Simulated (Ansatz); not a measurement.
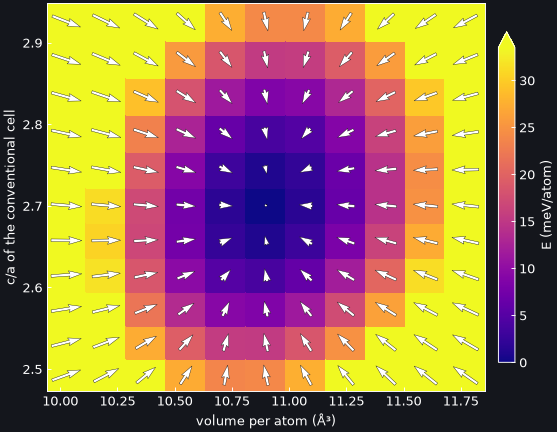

Energy landscape of LiNbO3 (R3c, No. 161; 10 atoms in the cell). The energy is mapped over volume and the cell's shape. First axis: volume per atom. Second axis: c/a of the conventional cell. Nothing is relaxed (fractional coordinates fixed). Grid: 11 × 11 points. Points are written as (first, second). Energies: meV/atom, counted from the lowest grid point. Method: DFT PBE, scalar-relativistic, plane waves, PAW (Ansatz 0.2.0). Settings: cutoff 520 eV, k-mesh 6×6×6, gaussian smearing 0.05 eV, no spin polarisation.

Drawn: one coloured cell a grid point, arrows along the force (downhill), their lengths compressed, one colour for all values above the top of the scale. 

Summarise what can be read from the map.

The lowest grid point is at (10.899 Å³, 2.701). It is the only kind of minimum in the scanned range. The highest grid point, (10.027 Å³, 2.926), lies 83.4 meV/atom above the lowest. Round the minimum the two coordinates are weakly coupled (coupling −0.14 in units of the two stiffnesses). The gap on the k-mesh is 3.6 eV at the lowest point and runs from 3.1 to 4.0 eV over the map.

The whole map (121 points run) took 11 min on 4 threads of Arm Neoverse V1, with other jobs on the host.

PAW datasets: the set soft_1.
